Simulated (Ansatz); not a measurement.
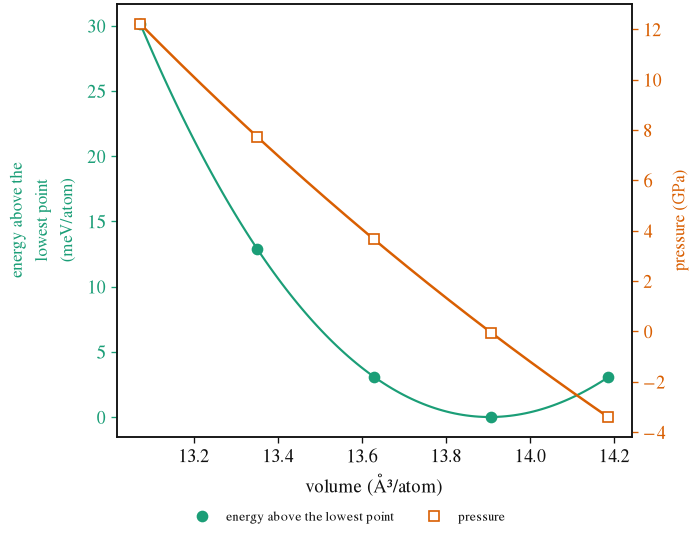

The plot gives the computed energy above the lowest point and pressure against volume for V, space group Fm-3m (No. 225) (one of a set of cubic test structures, which need not be the stable phase).

Calculation (Ansatz 0.2.0 development build): equation of state of a cubic crystal from periodic Kohn-Sham density functional theory without spin, third-order Birch-Murnaghan fit to the free energies; pressure corrected for the finite basis. Level: PBE.

| setting | value |
| --- | --- |
| structure type | fcc |
| atoms in cell | 1 |
| space group number | 225 |
| lattice centring | face-centred primitive |
| k mesh | 25×25×25 |
| occupation method | Fermi–Dirac |
| occupation width | 0.06123 eV |
| wave cutoff | 840 eV |
| datasets | hand-made PAW |
| density tolerance | 1e−09 eV |
| bands | 11 |
| density cutoff ratio | 4 |
| search for lower states | default |

### What equilibrium volume and bulk modulus follow from the curve?

A third-order Birch–Murnaghan fit gives V0 = 13.90 Å³/atom, B0 = 176 GPa and B′ = 3.8.

### How does the pressure vary with volume?

It falls from 12.2 GPa at volume 13.07 Å³/atom to −3.4 GPa at 14.19 Å³/atom, and changes sign near 13.90 Å³/atom.

Limits of the calculation: cubic model structure, not the ambient form.
